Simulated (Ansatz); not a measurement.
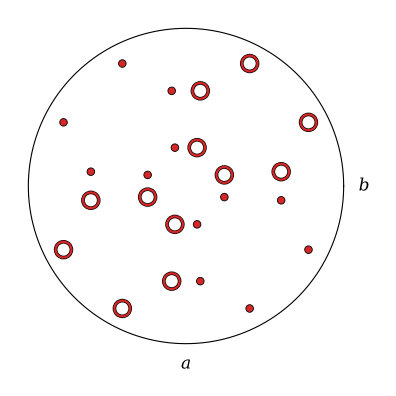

Stereographic projection: filled dots lie in the upper hemisphere, open rings in the lower. The c axis points at the viewer. The poles are all faces of one general form. Computed from the symmetry operations of a computed or model structure of composition BP.

> Which point group is this?

-43m (Td), order 24, cubic system: three −4 axes, four threefold axes, six mirror planes.

> Can such a crystal be piezoelectric, pyroelectric or chiral?

It is not centrosymmetric; not polar, but piezoelectricity is allowed; it is not chiral.
